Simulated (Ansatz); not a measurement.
Read the following structure.

```cif
data_structure
_symmetry_space_group_name_H-M 'I 4 m m'
_symmetry_Int_Tables_number 107
_cell_length_a 3.9625
_cell_length_b 3.9625
_cell_length_c 5.6038
_cell_angle_alpha 90.000
_cell_angle_beta 90.000
_cell_angle_gamma 90.000
_cell_volume 87.99
loop_
_atom_site_label
_atom_site_type_symbol
_atom_site_symmetry_multiplicity
_atom_site_Wyckoff_symbol
_atom_site_fract_x
_atom_site_fract_y
_atom_site_fract_z
_atom_site_occupancy
Al1 Al 2 a 0.00000 0.00000 0.49108 1
Ni1 Ni 4 b 0.50000 0.00000 0.25000 1
Ni2 Ni 2 a 0.00000 0.00000 0.00000 1
```

Say what kind of structure these coordinates give.

Answer. Formula: AlNi₃. Its lattice is body-centred tetragonal, its space group I4mm (No. 107). The cell has 8 atoms, namely 2 Al, 6 Ni. The neighbours of Al are eight Ni in a cubic arrangement at 2.40 to 2.46 Å. Ni takes two kinds of site: 4b with four Al and four Ni in a cubic arrangement (2.40 to 2.46 Å to Al, 2.43 Å to Ni); 2a with eight Ni in a cubic arrangement at 2.43 Å. The bonds build a three-dimensional framework.

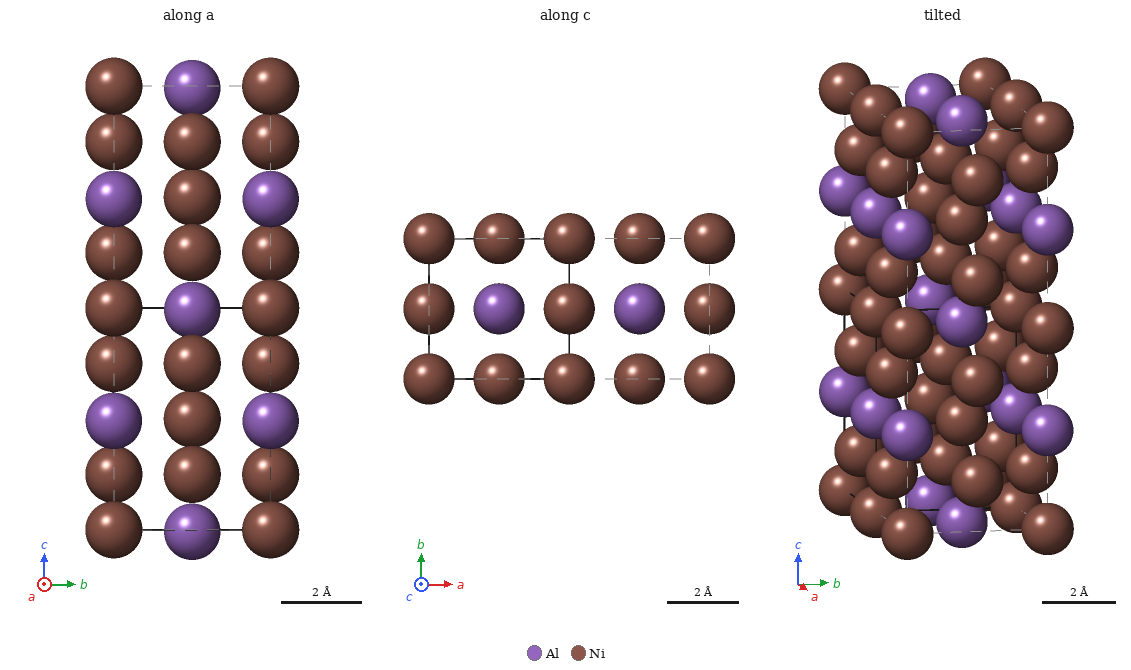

Drawn in the spheres-only manner and seen along the a axis, along the c axis and slightly off an axis. A block of 2×1×2 cells is shown, with one conventional unit cell in solid outline. Colours: aluminium purple, nickel brown.

The structure was taken from a structure listed in the Materials Project. The cell was then strained or its atoms displaced on purpose. Ansatz was used for an electronic-structure calculation on it.
